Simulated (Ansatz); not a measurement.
**A series of single points on HfC**

System: HfC (P6₃/mmc, 4 atoms in the cell).
Method: Kohn-Sham DFT of a periodic cell, PBEsol, all-electron LAPW, scalar-relativistic, no spin polarisation (Ansatz 0.2.0).

The 7 runs differ only in the geometry, by an even scaling of the cell at fixed fractional positions. The structure derives from a Materials Project entry.

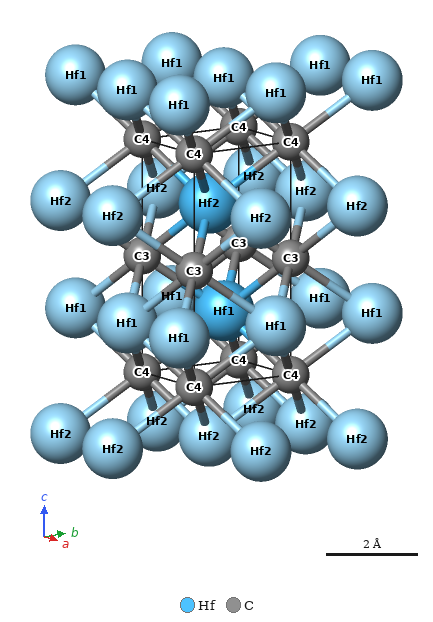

Figure 1. The structure of run 4 (ball-and-stick view of the cell of the calculation, seen slightly off an axis; neighbours outside the cell are drawn fainter; atoms are numbered from 1 in the order of the input). An atom can appear more than once, as a periodic image.

### Input of run 4
```yaml
crystal:
  lattice:
    - [3.3428660531, 0.0, 0.0]
    - [-1.6714330265, 2.8950069234, 0.0]
    - [0.0, 0.0, 5.202714]
  atoms:
    - { symbol: Hf, position: [0.3333333333, 0.6666666667, 0.25] }
    - { symbol: Hf, position: [0.6666666667, 0.3333333333, 0.75] }
    - { symbol: C, position: [0.0, 0.0, 0.5] }
    - { symbol: C, position: [0.0, 0.0, 0.0] }
kpoints:
  mp_grid: { grid: [9, 9, 5] }
scf:
  occupations: { method: fermi_dirac, width: 0.05 }
hamiltonian:
  xc: pbesol
  pseudopotentials: { kind: all_electron, lapw: { basis_error: 0.001 } }
output:
  forces: true
  stress: true
  eigenvalues: true
```

Command:
```bash
ansatz run input.yaml --threads 2 --pin off --max-ram 8192MiB --backend cpu --events-out ev --progress --plain --runs-dir out
```

Lattice vectors (Å) and fractional positions of run 4:
```
   3.342866    0.000000    0.000000
  -1.671433    2.895007    0.000000
   0.000000    0.000000    5.202714
Hf  0.333333  0.666667  0.250000
Hf  0.666667  0.333333  0.750000
C   0.000000  0.000000  0.500000
C   0.000000  0.000000  0.000000
```

Run 6 differs from it as follows:
```diff
-    - [3.3428660531, 0.0, 0.0]
-    - [-1.6714330265, 2.8950069234, 0.0]
-    - [0.0, 0.0, 5.202714]
+    - [3.3868561774, 0.0, 0.0]
+    - [-1.6934280887, 2.9331034886, 0.0]
+    - [0.0, 0.0, 5.2711786145]
```

### Results, with one run withheld

```tsv
run	volume per atom (Å³)	free energy per atom, from the lowest run given (meV)	pressure (GPa)
1	11.832	7.99	7.95
2	12.084	0.00	2.32
3	12.336	0.40	−2.75
4	12.587	8.37	−7.32
5	12.839	23.17	−11.44
6	13.091	?	?
7	13.343	70.60	−18.50
```

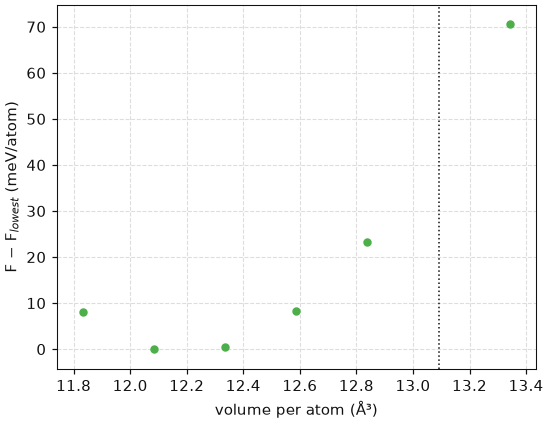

Figure 2. Free energy per atom of the runs given; the dotted line marks run 6.

Estimate the energy of run 6 from the others.

A cubic polynomial in V^(−2/3) (the Birch–Murnaghan form), fitted to the 6 runs given, misses them by at most 0.01 meV per atom. With x = V^(−2/3) − 0.18579 Å⁻², it reads F = 4.3544 − 3500.3 x + 5.9256e+05 x² + 1.6659e+05 x³ (meV per atom). At run 6 it gives 44.12 meV per atom, and the run itself gives 44.11. The slope of the fit gives a pressure −dF/dV of −15.14 GPa there, and the run prints −15.15 GPa. The fit has its minimum at 12.196 Å³ per atom, where V d²F/dV² gives 247 GPa. Cell shape and fractional positions are held, so this is the stiffness under even scaling; the relaxed bulk modulus wasn't computed.

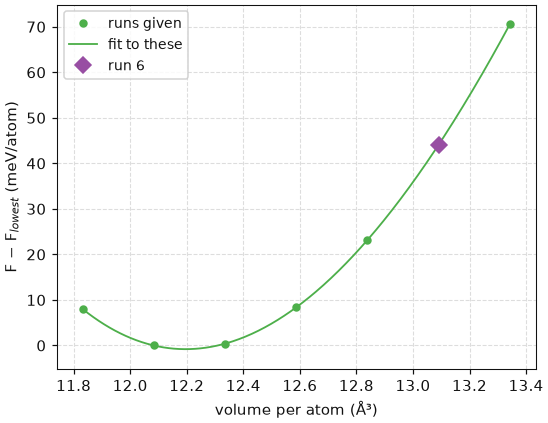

Figure 3. The fit and the withheld run.

### Output, shortened to warnings, some set-up lines, iterations and results (run 6)
```
Basis set: ecut = 293.10572057410656 eV, 603 PW (Γ), exchange–correlation at level 2
Symmetry: 24 space group operations
k-points: 36 of 405
Initial density: superposition of atomic densities (chi_scale 0.1, normalization cell, long waves kept (reshape's long-wave potential 0.00 eV rms))
[...]
SCF iter   1: F=—  HF=-822325.587571 eV  |F-HF|=—  |Δ(HF+E_count)|=         —  Δρ=1.17e-1  dr2=1.14e1  ethr=1.18e-2  ⟨swp⟩=2.0  Hψ=12393  notcnv=0
SCF iter   2: F=—  HF=-822322.313262 eV  |F-HF|=—  |Δ(HF+E_count)|=    3.27e0  Δρ=2.58e-2  dr2=4.01e-1  ethr=4.18e-4  ⟨swp⟩=2.0  Hψ=10587  notcnv=0
SCF iter   3: F=—  HF=-822322.214053 eV  |F-HF|=—  |Δ(HF+E_count)|=         —  Δρ=2.20e-2  dr2=3.82e-1  ethr=4.18e-4  ⟨swp⟩=2.0  Hψ=6604  notcnv=0
SCF iter   4: F=—  HF=-822322.243088 eV  |F-HF|=—  |Δ(HF+E_count)|=   2.90e-2  Δρ=8.80e-3  dr2=6.07e-2  ethr=3.98e-4  ⟨swp⟩=2.0  Hψ=6079  notcnv=0
SCF iter   5: F=—  HF=-822322.139567 eV  |F-HF|=—  |Δ(HF+E_count)|=   1.04e-1  Δρ=2.00e-3  dr2=1.91e-3  ethr=6.33e-5  ⟨swp⟩=2.1  Hψ=6379  notcnv=0
SCF iter   6: F=—  HF=-822322.139174 eV  |F-HF|=—  |Δ(HF+E_count)|=   3.94e-4  Δρ=6.33e-4  dr2=1.97e-4  ethr=1.99e-6  ⟨swp⟩=2.1  Hψ=6337  notcnv=0
SCF iter   7: F=—  HF=-822322.139119 eV  |F-HF|=—  |Δ(HF+E_count)|=   5.44e-5  Δρ=2.21e-4  dr2=3.15e-5  ethr=2.05e-7  ⟨swp⟩=2.1  Hψ=6339  notcnv=0
SCF iter   8: F=—  HF=-822322.139123 eV  |F-HF|=—  |Δ(HF+E_count)|=   3.60e-6  Δρ=8.66e-5  dr2=6.06e-6  ethr=3.28e-8  ⟨swp⟩=2.0  Hψ=6315  notcnv=0
SCF iter   9: F=-822322.139120 eV  HF=-822322.139120 eV  |F-HF|=3.60e-8  |Δ(HF+E_count)|=   2.62e-6  Δρ=1.36e-5  dr2=8.75e-8  ethr=6.31e-9  ⟨swp⟩=2.1  Hψ=6339  notcnv=0
SCF 1 converged in 9 iterations: F = -822322.139120 eV  dr2 = 8.75e-8
SCF converged after 9 iterations
Free energy (F): -822322.139120 eV
Harris-Foulkes:  -822322.139120 eV  (|F-HF|=3.60e-8)
Internal energy: -822322.134442 eV  (E = F + TS)
E sigma→0 (E₀):  -822322.136781 eV
Entropy (-TS):   -0.004679 eV (-1.170 meV/atom)
Fermi energy:    19.869434 eV
--- Per-component energies (eV) ---
  E_band       = -8646.556682
  E_kinetic    = 914648.865557
  E_xc         = -16866.099634
  E_electrostatic = -1720104.900365  (all electrons and nuclei)
  E_smearing   = -0.004679  (= −TS)
  E_closure    = 0.000000  (closes the sum)
  E_atoms      = -822284.010476  (free atoms, spherical and without spin; not in F)
  Σ components = -822322.139120   (vs F -822322.139120, Δ=0.00e0)
  Basis errors (estimates in eV, not in F): energy 3.6e-4 per atom: plane waves 3.1e-4 (1.7e-4 summed), levels above the bands 3.2e-53, relativity 2.9e-8, radial functions 4.5e-5, core shells 7.6e-8; eigenvalues (radial functions only) 3.6e-6; not estimated: angular momenta, meshes, grids; target …
--- Forces (eV/Å), atoms counted from 1 ---
  atom   1  Hf     0.00000000     0.00000000     0.00000000
  atom   2  Hf     0.00000000    -0.00000000    -0.00000000
  atom   3  C      0.00000000    -0.00000000    -0.00000000
  atom   4  C      0.00000000     0.00000000     0.00000000
  max |Σ_I F_I| component: 1.85e-17 eV/Å
--- Stress (GPa, compression-positive) ---
      -16.336461       0.000000       0.000000
        0.000000     -16.336461       0.000000
        0.000000       0.000000     -12.781520
  P = ⅓ Tr σ = -15.1515 GPa (-151.515 kbar)
```

Notes: Spin–orbit coupling is left out, which matters for Hf.
